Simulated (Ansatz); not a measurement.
Si$_{7}$O$_{16}$ (charge +2): single-point calculation (part 2 of 2)

Continued. System: Si$_{7}$O$_{16}$ (defect cell, 23 atoms in the cell, total charge +2). Method: DFT, PBE, plane waves, PAW, spin-polarised (Ansatz 0.2.0); cutoff 420 eV, 2×2×2 k-mesh, Fermi–Dirac smearing of 0.05 eV, collinear spins. The structure derives from a Materials Project entry.

Geometry of the input (Å; fractional positions):
```
-5.0833  -5.0833  0.0000
-5.0833  5.0833  0.0000
5.0833  0.0000  -7.0989
Si 0.0250  0.7533  0.5030
Si 0.6057  0.8672  0.2587
Si 0.1353  0.3324  0.2584
Si 0.8538  0.6324  0.7352
Si 0.3848  0.1617  0.7485
Si 0.2141  0.4974  1.0016
Si 0.7217  0.9925  0.9980
O  0.4873  0.2685  0.6516
O  -0.0111  0.7457  0.6738
O  0.9548  0.1275  0.1584
O  0.3905  0.7053  0.1685
O  0.3627  0.2781  0.3864
O  0.8110  0.7826  0.3542
O  -0.0009  0.5553  0.8859
O  0.5832  0.1331  0.9077
O  0.2886  0.3512  0.8470
O  0.7243  0.7872  0.8247
O  0.6977  0.4400  0.5136
O  0.2135  0.9492  0.5940
O  0.6092  0.9216  0.0984
O  0.1672  0.3636  0.0971
O  0.6287  0.0855  0.4509
O  0.0866  0.5382  0.3941
```

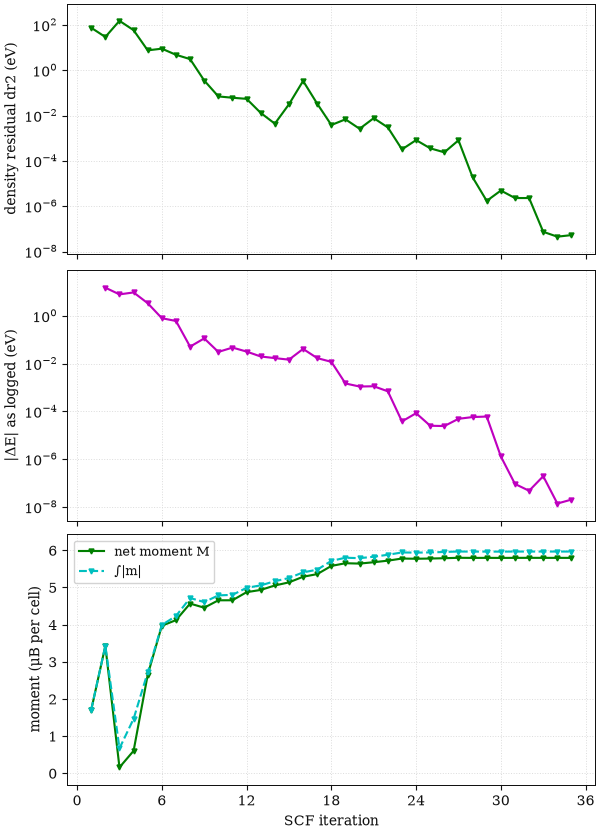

*Convergence of the self-consistent field: density residual dr2, size of the energy change and magnetic moment against the SCF iteration.*

The residual falls unevenly and jumps up by a factor of two or more 7 times on the way down. The net moment goes from 1.7 to 5.8 μB per cell, with excursions between 0.2 and 5.8 on the way.

```
SCF converged after 35 iterations
Magnetization: 5.7973 μB (63.8986 up, 58.1014 down)
Absolute magnetization: 5.9676 μB (∫|ρ↑−ρ↓|, with the PAW one-centre terms)
Spin contamination: 0.0644 ħ² per cell (⟨S²⟩ above its minimum at these occupations)
Per-site moments (μB) at R_I (Å): [(-0.0009050175413885963, 0.6686781808276144), (-0.0019718705545210026, 0.6638856277506122), (0.0018047255956762371, 0.6664287010253316), (-0.0037982170896041505, 0.6649222762069311), (-0.0026016483849513566, 0.6648608691670387), (0.0003231641103717927, 0.6686018979339369), (4.943445917110691e-5, 0.6697400830110235), (0.9307604077049588, 0.7017523897105507), (0.13482236233334652, 0.6753527730687211), (0.061143744792568164, 0.6682623776288222), (0.05396426689038485, 0.6665853318893235), (0.9193708199050683, 0.7059512566534559), (0.12069225066479312, 0.6712560666024601), (0.05684069943437457, 0.6649222762069311), (0.07407570871214371, 0.6667331672934694), (0.09555027653641518, 0.6648608691670387), (0.05629104647179759, 0.6650554367056314), (0.9272391258458725, 0.7056072986925234), (0.04408395285592584, 0.6659418266792558), (0.06559791752960302, 0.6638856277506122), (0.07070840198047551, 0.6664287010253316), (0.9317153042583298, 0.7036591497425566), (0.07120775800126389, 0.6668867598999434)]
Free energy (F): -13541.876696 eV
Harris-Foulkes:  -13541.876696 eV  (|F-HF|=3.61e-8)
Internal energy: -13541.793471 eV  (E = F + TS)
E sigma→0 (E₀):  -13541.835084 eV
Entropy (-TS):   -0.083225 eV (-3.618 meV/atom)
Fermi energy:    -0.132273 eV
--- Per-component energies (eV) ---
  E_band       = -842.518647
  E_kinetic    = 3100.880290
  E_local      = -9179.291936  (includes V_loc(G=0)·N_el)
  E_nonlocal   = 934.387581
  E_hartree    = 3351.946148
  E_xc         = -1544.929592
  E_vxc        = -1804.906464  (∫ρ·V_xc dr)
  E_paw        = -6125.793887  (= ΣΔE_a)
  E_vpaw       = -597.519749  (= ΣTr[D̂ρ^β])
  E_aug_tail   = 0.040039  (compensation charges beyond the density's cutoff)
  E_ewald      = -4079.032115
  E_smearing   = -0.083225  (= −TS)
  E_closure    = -0.000000  (closes the sum)
  E_deformation_potential = 18.242634  (in the stress; not in F)
  Σ components = -13541.876696   (vs F -13541.876696, Δ=0.00e0)
--- Forces (eV/Å), atoms counted from 1 ---
  atom   1  Si    -0.13029808     0.09534158    -0.05950865
  atom   2  Si     0.07623396    -0.15920319    -0.00338412
  atom   3  Si     0.04595953     0.13331722     0.08684403
  atom   4  Si    -0.11850871    -0.03616061    -0.06512852
  atom   5  Si     0.24951518    -0.05805884     0.03809119
  atom   6  Si     0.01504005     0.03256508    -0.00264927
  atom   7  Si    -0.02814607     0.02846069    -0.01605852
  atom   8  O     -0.11661007     0.02299530     0.03201234
  atom   9  O      0.10931456     0.00838912     0.00729569
  atom  10  O     -0.00233903    -0.02194939    -0.00348334
  atom  11  O     -0.02437955     0.01391223    -0.00065122
  atom  12  O     -0.02734184     0.06367951    -0.05978986
  atom  13  O      0.00890502     0.04124388    -0.01224791
  atom  14  O      0.01389766     0.00847091     0.06941305
  atom  15  O     -0.04952669     0.02305241     0.04634323
  atom  16  O     -0.03908422    -0.01148637    -0.01255415
  atom  17  O      0.03859378     0.04269717    -0.01765200
  atom  18  O      0.04068794    -0.09363595     0.08547159
  atom  19  O     -0.05964346     0.00123929    -0.01772011
  atom  20  O     -0.02708750     0.02039606    -0.02766176
  atom  21  O      0.03789199    -0.03131433    -0.06927457
  atom  22  O     -0.03476141     0.03335009    -0.04287585
  atom  23  O      0.02168264    -0.15733126     0.04509308
  max |Σ_I F_I| component: 7.56e-5 eV/Å
--- Band table (eV; the first three rows and the last of 16) ---
  k-point 0 ↑: bands = ["-19.3066", "-18.6064", "-18.5312", "-18.4636", "-18.4392", "-18.4371", "-18.2518", "-17.5497", "-17.4740", "-17.4317", "-17.4073", "-17.3973", "-17.3568", "-17.3396", "-17.3227", "-17.1355", "-9.2744", "-7.6719", "-7.4710", "-7.2236", "-7.1732", "-7.1581", "-5.7550", "-5.5972", "-5.5419", "-5.3655", "-5.2670", "-5.1832", "-4.9694", "-3.9058", "-3.6270", "-3.2442", "-3.1307", "-3.0273", "-2.9210", "-2.8516", "-2.8294", "-2.7025", "-2.6493", "-2.4867", "-2.3430", "-2.2537", "-2.2302", "-2.1693", "-2.1073", "-2.0316", "-1.7259", "-1.6835", "-1.6132", "-1.5706", "-1.5203", "-1.4789", "-1.4316", "-1.3396", "-1.1523", "-1.0469", "-0.9738", "-0.9012", "-0.7984", "-0.7249", "-0.6380", "-0.3336", "-0.2806", "-0.2219", "5.8818", "8.7849", "8.8070", "8.8844", "8.9389", "9.1326", "9.2712", "9.3099", "9.4682", "9.5296", "9.5562", "9.6032", "9.6596", "10.0974", "10.3056", "10.5582", "10.6156", "10.9251", "10.9724", "11.0978", "11.2503"]
  k-point 1 ↑: bands = ["-19.0892", "-19.0722", "-18.5684", "-18.4939", "-18.4381", "-18.3026", "-17.7826", "-17.7557", "-17.4674", "-17.4551", "-17.4250", "-17.3987", "-17.3538", "-17.3405", "-17.3302", "-17.1848", "-8.8347", "-8.5588", "-7.4867", "-7.2192", "-7.1722", "-6.5189", "-6.0289", "-5.4972", "-5.4614", "-5.3974", "-5.3490", "-5.1407", "-4.9474", "-3.9888", "-3.7080", "-3.2099", "-3.1084", "-2.8343", "-2.7853", "-2.7661", "-2.7480", "-2.6549", "-2.5117", "-2.4652", "-2.3919", "-2.3578", "-2.2775", "-2.2118", "-2.1065", "-2.0831", "-1.9438", "-1.8726", "-1.7727", "-1.7426", "-1.6443", "-1.4165", "-1.3922", "-1.3177", "-1.0630", "-1.0001", "-0.8948", "-0.6498", "-0.6338", "-0.6027", "-0.5602", "-0.5185", "-0.4102", "-0.3905", "6.8907", "7.0878", "8.5463", "8.5620", "8.8110", "8.9139", "9.2417", "9.4650", "9.4931", "9.7235", "9.9824", "10.0885", "10.1801", "10.4870", "10.6278", "10.7881", "10.8693", "10.9392", "11.0459", "11.1936", "11.3933"]
  k-point 2 ↑: bands = ["-19.0742", "-19.0178", "-18.7091", "-18.6523", "-18.2524", "-18.1858", "-17.8286", "-17.7275", "-17.5371", "-17.4640", "-17.4251", "-17.3814", "-17.3715", "-17.3627", "-17.3378", "-17.1316", "-8.7757", "-8.4451", "-8.0090", "-7.2573", "-6.7155", "-6.3697", "-6.0194", "-5.6438", "-5.4921", "-5.3628", "-5.3253", "-5.2696", "-4.9247", "-3.9884", "-3.7147", "-3.4101", "-3.1007", "-3.0295", "-2.8926", "-2.7507", "-2.6818", "-2.6223", "-2.5685", "-2.5592", "-2.3328", "-2.2629", "-2.1979", "-2.1130", "-2.0627", "-1.9646", "-1.8253", "-1.7820", "-1.6441", "-1.6221", "-1.5856", "-1.4722", "-1.3619", "-1.3104", "-1.1464", "-1.0480", "-0.8926", "-0.8401", "-0.7305", "-0.6735", "-0.5595", "-0.5357", "-0.3942", "-0.3724", "6.9755", "7.3594", "8.2214", "8.6805", "8.9597", "9.2638", "9.3088", "9.4020", "9.5522", "9.6133", "9.6702", "9.7824", "9.8218", "9.9184", "10.3722", "10.6479", "10.8043", "10.8794", "10.8963", "11.1034", "11.2711"]
  k-point 7 ↓: bands = ["-18.7560", "-18.7383", "-18.7319", "-18.2399", "-17.7816", "-17.7501", "-17.7336", "-17.3155", "-17.2993", "-17.2909", "-17.2272", "-17.2117", "-16.5169", "-15.8185", "-15.7365", "-15.4948", "-8.4202", "-8.3730", "-8.3241", "-7.1993", "-6.1497", "-6.1424", "-6.0748", "-5.4786", "-5.4305", "-5.3221", "-5.3019", "-5.2894", "-3.9311", "-3.2641", "-3.0159", "-2.8692", "-2.6475", "-2.6076", "-2.5214", "-2.3286", "-2.2845", "-2.1676", "-2.0995", "-1.9759", "-1.8742", "-1.7971", "-1.7503", "-1.5738", "-1.5075", "-1.4916", "-1.4275", "-1.3114", "-1.2262", "-1.1505", "-1.0428", "-0.8866", "-0.6747", "-0.6270", "-0.5177", "-0.4425", "-0.2072", "-0.1705", "-0.0639", "0.7000", "0.8030", "1.0013", "1.2616", "1.3394", "7.6516", "7.7535", "7.9067", "8.3375", "9.1577", "9.2404", "9.3816", "9.4969", "9.5309", "9.6890", "9.8380", "9.9536", "10.1865", "10.2645", "10.3402", "10.4005", "10.5497", "10.6897", "10.9129", "11.2641", "11.7033"]
```

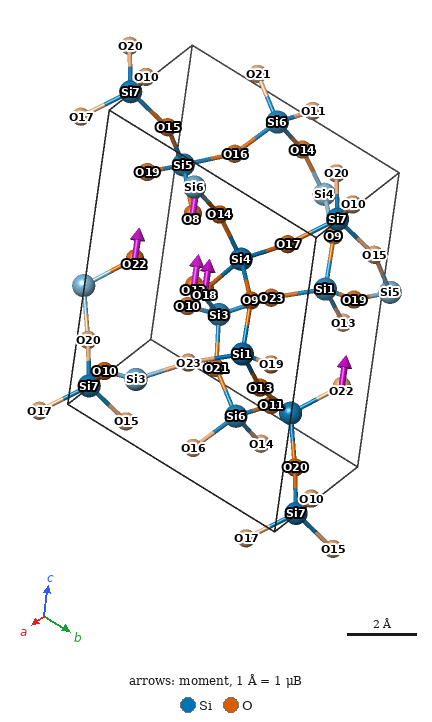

*Magnetic moments of the sites as pink arrows (ball-and-stick view of the cell of the calculation, seen slightly off an axis; neighbours outside the cell are drawn fainter; atoms are numbered from 1 in the order of the input); small moments hardly show. The run is collinear, so the axis drawn is arbitrary.*

Site moments: O8, O18, O22 (0.93 μB); O12 (0.92 μB); O9 (0.13 μB); O13 (0.12 μB); O16 (0.10 μB); O15, O20, O21, O23 (0.07 μB); O10, O14, O17 (0.06 μB), among others. They are counted near the atoms and needn't add up to the moment of the cell.

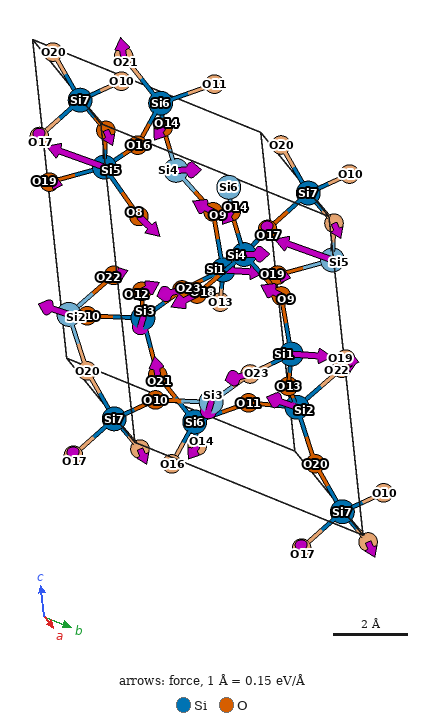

*Forces on the atoms as pink arrows (ball-and-stick view of the cell of the calculation, seen slightly off an axis; neighbours outside the cell are drawn fainter; atoms are numbered from 1 in the order of the input).*

The largest act on Si5 (0.26 eV/Å); Si2 (0.18 eV/Å); Si1 (0.17 eV/Å); Si3 (0.17 eV/Å), among others. 

**Summary**

| quantity | value |
| --- | --- |
| outcome | converged |
| electrons treated | 122 |
| free energy | −13541.8767 eV |
| Fermi energy | −0.132 eV |
| gap on the k-point mesh | none (metallic) |
| net moment of the cell | 5.80 μB |
| integrated absolute moment | 5.97 μB |
| largest force (length of the vector) | 0.259 eV/Å |
| hardware | 4 threads of Intel Xeon @ 2.50GHz (Skylake/Cascade Lake), 189 GiB of memory available, shared host |
| wall time | 36 s (CPU time 2.1 min) |
| peak memory | 1.2 GiB |

**Notes**

Settings chosen away from the usual ones: scf.occupations.method set to fermi_dirac (from gaussian); scf.occupations.width set to 0.05 (from 0.01); total_charge set to 2 (from 1). The cell is charged and computed with a neutralising background, so its energy and pressure depend on the cell and aren't those of a real crystal. The k-point mesh is coarse for a cell of this size, so the results may not be converged.
